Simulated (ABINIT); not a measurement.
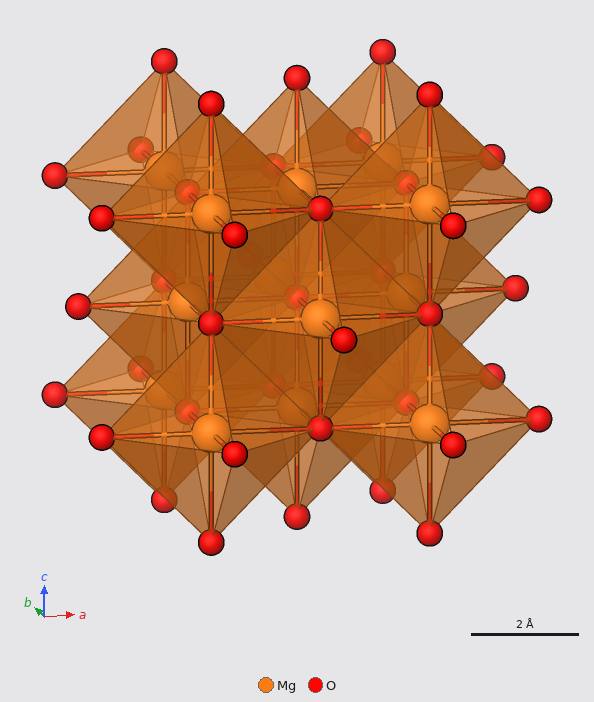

*The structure as given in the input (polyhedral view of the cell 4 times as large as that of the calculation, set on its symmetry axes, seen slightly off an axis; polyhedra are completed across the faces of the cell).*

Effective mass calculation, with input and output: MgO (part 1 of 2)

System: MgO (2 atoms in the cell).
Method: Kohn-Sham DFT of a periodic cell, PBEsol, PseudoDojo NC SR PBEsol v0.4.1 standard, no spin polarisation (ABINIT 10.8.3).

The structure derives from a Materials Project entry.

## The program's output
```
.Version 10.8.3 of ABINIT
 DATASET    1 : space group Fm -3 m (#225); Bravais cF (face-center cubic)
================================================================================
 Values of the parameters that define the memory need for DATASET  1.
     intxc =       0    ionmov =       0      iscf =       7    lmnmax =       5
     lnmax =       5     mgfft =      32  mpssoang =       3    mqgrid =    3001
     natom =       2  nloc_mem =       1    nspden =       1   nspinor =       1
    nsppol =       1      nsym =      48    n1xccc =    2501    ntypat =       2
    occopt =       1   xclevel =       2
       mpw =        1410          nfft =       32768          nkpt =          29
================================================================================
================================================================================

 DATASET    2 : space group Fm -3 m (#225); Bravais cF (face-center cubic)
================================================================================
 Values of the parameters that define the memory need for DATASET  2.
     intxc =       0    ionmov =       0      iscf =      -2    lmnmax =       5
     lnmax =       5     mgfft =      32  mpssoang =       3    mqgrid =    3001
     natom =       2  nloc_mem =       1    nspden =       1   nspinor =       1
    nsppol =       1      nsym =      48    n1xccc =    2501    ntypat =       2
    occopt =       1   xclevel =       2
       mpw =        1411          nfft =       32768          nkpt =           1
================================================================================
================================================================================

 DATASET    3 : space group Fm -3 m (#225); Bravais cF (face-center cubic)
================================================================================
 Values of the parameters that define the memory need for DATASET  3 (RF).
     intxc =       0      iscf =      -3    lmnmax =      13     lnmax =       5
     mgfft =      32  mpssoang =       3    mqgrid =    3001     natom =       2
  nloc_mem =       1    nspden =       1   nspinor =       1    nsppol =       1
      nsym =      48    n1xccc =    2501    ntypat =       2    occopt =       1
   xclevel =       2
      nfft =       32768          nkpt =           1
================================================================================
================================================================================

--------------------------------------------------------------------------------
------------- Echo of variables that govern the present computation ------------
--------------------------------------------------------------------------------
 -outvars: echo values of preprocessed input variables --------
            acell      1.0000000000E+00  1.0000000000E+00  1.0000000000E+00 Bohr
              amu      2.43050000E+01  1.59994000E+01
           diemac      6.00000000E+00
             ecut      3.80000000E+01 Hartree
           getden1          0
           getden2          1
           getden3          1
           getwfk1          0
           getwfk2          0
           getwfk3          2
             iscf1          7
             iscf2         -2
             iscf3         -3
              ixc     -116133
           jdtset        1    2    3
           kptopt1          1
           kptopt2          0
           kptopt3          0
         kptrlatt        8    0    0      0    8    0      0    0    8
          kptrlen1     4.48334924E+01
          kptrlen2     3.00000000E+01
          kptrlen3     3.00000000E+01
            natom           2
            nband1          8
            nband2         14
            nband3         14
           nbdbuf1          0
           nbdbuf2          2
           nbdbuf3          2
           ndtset           3
            ngfft          32      32      32
             nkpt1         29
             nkpt2          1
             nkpt3          1
             nqpt1          0
             nqpt2          0
             nqpt3          1
            nstep1         80
            nstep2        200
            nstep3        200
             nsym          48
           ntypat           2
        optdriver1          0
        optdriver2          0
        optdriver3          1
           prtden1          1
           prtden2          1
           prtden3          0
        prtebands           0
           prteig           0
            prtwf1          0
            prtwf2          1
            prtwf3          0
           rfelfd1          0
           rfelfd2          0
           rfelfd3          2
            rprim      0.0000000000E+00  3.9627583152E+00  3.9627583152E+00
                       3.9627583152E+00  0.0000000000E+00  3.9627583152E+00
                       3.9627583152E+00  3.9627583152E+00  0.0000000000E+00
           shiftk1     0.00000000E+00  0.00000000E+00  0.00000000E+00
           shiftk2     5.00000000E-01  5.00000000E-01  5.00000000E-01
           shiftk3     5.00000000E-01  5.00000000E-01  5.00000000E-01
          spgroup         225
           tolvrs1     1.00000000E-14
           tolvrs2     0.00000000E+00
           tolvrs3     0.00000000E+00
           tolwfr1     0.00000000E+00
           tolwfr2     1.00000000E-20
           tolwfr3     1.00000000E-20
            typat      1  2
           useylm1          0
           useylm2          0
           useylm3          1
           xangst      0.0000000000E+00  0.0000000000E+00  0.0000000000E+00
                       2.0970013913E+00  2.0970013913E+00  2.0970013913E+00
            xcart      0.0000000000E+00  0.0000000000E+00  0.0000000000E+00
                       3.9627583152E+00  3.9627583152E+00  3.9627583152E+00
             xred      0.0000000000E+00  0.0000000000E+00  0.0000000000E+00
                       5.0000000000E-01  5.0000000000E-01  5.0000000000E-01
            znucl       12.00000    8.00000

================================================================================

 chkinp: Checking input parameters for consistency, jdtset=   1.

 chkinp: Checking input parameters for consistency, jdtset=   2.

 chkinp: Checking input parameters for consistency, jdtset=   3.

================================================================================
== DATASET  1 ==================================================================

--- !DatasetInfo
iteration_state: {dtset: 1, }
dimensions: {natom: 2, nkpt: 29, mband: 8, nsppol: 1, nspinor: 1, nspden: 1, mpw: 1410, }
cutoff_energies: {ecut:  38.0, pawecutdg:  -1.0, }
electrons: {nelect:   1.60000000E+01, charge:   0.00000000E+00, occopt:   1.00000000E+00, tsmear:   1.00000000E-02, }
meta: {optdriver: 0, ionmov: 0, optcell: 0, iscf: 7, paral_kgb: 0, }
...

 Real(R)+Recip(G) space primitive vectors, cartesian coordinates (Bohr,Bohr^-1):
 R(1)=  0.0000000  3.9627583  3.9627583  G(1)= -0.1261747  0.1261747  0.1261747
 R(2)=  3.9627583  0.0000000  3.9627583  G(2)=  0.1261747 -0.1261747  0.1261747
 R(3)=  3.9627583  3.9627583  0.0000000  G(3)=  0.1261747  0.1261747 -0.1261747
 Unit cell volume ucvol=  1.2445798E+02 bohr^3
 Angles (23,13,12)=  6.00000000E+01  6.00000000E+01  6.00000000E+01 degrees

 getcut: wavevector=  0.0000  0.0000  0.0000  ngfft=  32  32  32
         ecut(hartree)=     38.000   => boxcut(ratio)=   2.05769

--- Pseudopotential description ------------------------------------------------
- pspini: atom type   1  psp file is ./Mg.upf
  12.00000  10.00000  180301                  znucl, zion, pspdat
12 -116133 1 -1 1510                          pspcod,pspxc,lmax,lloc,mmax
     nproj     2     2     0

- pspini: atom type   2  psp file is ./O.upf
   8.00000   6.00000  180301                  znucl, zion, pspdat
12 -116133 2 -1 936                           pspcod,pspxc,lmax,lloc,mmax
     nproj     2     2     1

   2.46581907E+02                                ecore*ucvol(ha*bohr**3)
--------------------------------------------------------------------------------

================================================================================

--- !BeginCycle
iteration_state: {dtset: 1, }
solver: {iscf: 7, nstep: 80, nline: 4, wfoptalg: 0, }
tolerances: {tolvrs: 1.00E-14, }
...

     iter   Etot(hartree)      deltaE(h)  residm     vres2
 ETOT  1  -75.798102483354    -7.580E+01 4.778E-01 3.048E+02
 ETOT  2  -75.815742948065    -1.764E-02 2.756E-04 3.181E+02
 ETOT  3  -75.910681176847    -9.494E-02 1.196E-03 4.203E+00
 ETOT  4  -75.911751377807    -1.070E-03 9.807E-06 2.296E-03
 ETOT  5  -75.911751523766    -1.460E-07 6.541E-08 7.544E-04
 ETOT  6  -75.911751708646    -1.849E-07 2.272E-09 6.445E-06
 ETOT  7  -75.911751710490    -1.844E-09 5.160E-11 3.295E-07
 ETOT  8  -75.911751710565    -7.491E-11 6.643E-13 7.619E-10
 ETOT  9  -75.911751710569    -4.150E-12 4.800E-15 2.413E-11
 ETOT 10  -75.911751710570    -8.669E-13 5.315E-17 7.361E-14
 ETOT 11  -75.911751710569     7.390E-13 8.623E-19 5.713E-17

 At SCF step   11       vres2   =  5.71E-17 < tolvrs=  1.00E-14 =>converged.

 Cartesian components of stress tensor (hartree/bohr^3)
  sigma(1 1)= -3.19593091E-05  sigma(3 2)=  0.00000000E+00
  sigma(2 2)= -3.19593091E-05  sigma(3 1)=  0.00000000E+00
  sigma(3 3)= -3.19593091E-05  sigma(2 1)=  0.00000000E+00

--- !ResultsGS
iteration_state: {dtset: 1, }
comment   : Summary of ground state results
lattice_vectors:
- [  0.0000000,   3.9627583,   3.9627583, ]
- [  3.9627583,   0.0000000,   3.9627583, ]
- [  3.9627583,   3.9627583,   0.0000000, ]
lattice_lengths: [   5.60419,    5.60419,    5.60419, ]
lattice_angles: [ 60.000,  60.000,  60.000, ] # degrees, (23, 13, 12)
lattice_volume:   1.2445798E+02
convergence: {deltae:  7.390E-13, res2:  5.713E-17, residm:  8.623E-19, diffor: null, }
etotal    :  -7.59117517E+01
entropy   :   0.00000000E+00
fermie    :   1.73675147E-01
cartesian_stress_tensor: # hartree/bohr^3
- [ -3.19593091E-05,   0.00000000E+00,   0.00000000E+00, ]
- [  0.00000000E+00,  -3.19593091E-05,   0.00000000E+00, ]
- [  0.00000000E+00,   0.00000000E+00,  -3.19593091E-05, ]
pressure_GPa:   9.4028E-01
xred      :
- [  0.0000E+00,   0.0000E+00,   0.0000E+00, Mg]
- [  5.0000E-01,   5.0000E-01,   5.0000E-01,  O]
cartesian_forces: # hartree/bohr
- [ -0.00000000E+00,  -0.00000000E+00,  -0.00000000E+00, ]
- [ -0.00000000E+00,  -0.00000000E+00,  -0.00000000E+00, ]
force_length_stats: {min:   0.00000000E+00, max:   0.00000000E+00, mean:   0.00000000E+00, }
...

 Integrated electronic density in atomic spheres:
 ------------------------------------------------
 Atom  Sphere_radius  Integrated_density
    1        2.00000          8.41058677
    2        2.00000          6.29623274
================================================================================

 ----iterations are completed or convergence reached----

 Mean square residual over all n,k,spin=   61.375E-21; max=  86.232E-20
 reduced coordinates (array xred) for    2 atoms
       0.000000000000      0.000000000000      0.000000000000
       0.500000000000      0.500000000000      0.500000000000
 rms dE/dt=  0.0000E+00; max dE/dt=  0.0000E+00; dE/dt below (all hartree)
    1       0.000000000000      0.000000000000      0.000000000000
    2       0.000000000000      0.000000000000      0.000000000000

 cartesian coordinates (angstrom) at end:
    1      0.00000000000000     0.00000000000000     0.00000000000000
    2      2.09700139129758     2.09700139129758     2.09700139129758

 cartesian forces (hartree/bohr) at end:
    1     -0.00000000000000    -0.00000000000000    -0.00000000000000
    2     -0.00000000000000    -0.00000000000000    -0.00000000000000
 frms,max,avg= 0.0000000E+00 0.0000000E+00   0.000E+00  0.000E+00  0.000E+00 h/b

 cartesian forces (eV/Angstrom) at end:
    1     -0.00000000000000    -0.00000000000000    -0.00000000000000
    2     -0.00000000000000    -0.00000000000000    -0.00000000000000
 frms,max,avg= 0.0000000E+00 0.0000000E+00   0.000E+00  0.000E+00  0.000E+00 e/A
 length scales=  1.000000000000  1.000000000000  1.000000000000 bohr
              =  0.529177210544  0.529177210544  0.529177210544 angstroms
 Fermi (or HOMO) energy (hartree) =   0.17368   Average Vxc (hartree)=  -0.42978
 Eigenvalues (hartree) for nkpt=  29  k points:
 kpt#   1, nband=  8, wtk=  0.00195, kpt=  0.0000  0.0000  0.0000 (reduced coord)
  -2.46843   -1.25351   -1.25351   -1.25351   -0.45845    0.17368    0.17368    0.17368
 prteigrs : prtvol=0 or 1, do not print more k-points.

--- !EnergyTerms
iteration_state     : {dtset: 1, }
comment             : Components of total free energy in Hartree
kinetic             :  4.52256301373328E+01
hartree             :  2.05715932721167E+01
xc                  : -1.20508135689618E+01
Ewald energy        : -4.75873828444101E+01
psp_core            :  1.98124623145018E+00
local_psp           : -6.32531782305378E+01
non_local_psp       : -2.07988467075592E+01
total_energy        : -7.59117517105692E+01
total_energy_eV     : -2.06566399640531E+03
band_energy         : -1.26878450072617E+01
...

 Cartesian components of stress tensor (hartree/bohr^3)
  sigma(1 1)= -3.19593091E-05  sigma(3 2)=  0.00000000E+00
  sigma(2 2)= -3.19593091E-05  sigma(3 1)=  0.00000000E+00
  sigma(3 3)= -3.19593091E-05  sigma(2 1)=  0.00000000E+00

-Cartesian components of stress tensor (GPa)         [Pressure=  9.4028E-01 GPa]
- sigma(1 1)= -9.40275335E-01  sigma(3 2)=  0.00000000E+00
- sigma(2 2)= -9.40275335E-01  sigma(3 1)=  0.00000000E+00
- sigma(3 3)= -9.40275335E-01  sigma(2 1)=  0.00000000E+00

================================================================================
== DATASET  2 ==================================================================

--- !DatasetInfo
iteration_state: {dtset: 2, }
dimensions: {natom: 2, nkpt: 1, mband: 14, nsppol: 1, nspinor: 1, nspden: 1, mpw: 1411, }
cutoff_energies: {ecut:  38.0, pawecutdg:  -1.0, }
electrons: {nelect:   1.60000000E+01, charge:   0.00000000E+00, occopt:   1.00000000E+00, tsmear:   1.00000000E-02, }
meta: {optdriver: 0, ionmov: 0, optcell: 0, iscf: -2, paral_kgb: 0, }
...

 mkfilename : getden/=0, take file _DEN from output of DATASET   1.

 Real(R)+Recip(G) space primitive vectors, cartesian coordinates (Bohr,Bohr^-1):
 R(1)=  0.0000000  3.9627583  3.9627583  G(1)= -0.1261747  0.1261747  0.1261747
 R(2)=  3.9627583  0.0000000  3.9627583  G(2)=  0.1261747 -0.1261747  0.1261747
 R(3)=  3.9627583  3.9627583  0.0000000  G(3)=  0.1261747  0.1261747 -0.1261747
 Unit cell volume ucvol=  1.2445798E+02 bohr^3
 Angles (23,13,12)=  6.00000000E+01  6.00000000E+01  6.00000000E+01 degrees

 getcut: wavevector=  0.0000  0.0000  0.0000  ngfft=  32  32  32
         ecut(hartree)=     38.000   => boxcut(ratio)=   2.05769
--------------------------------------------------------------------------------
```
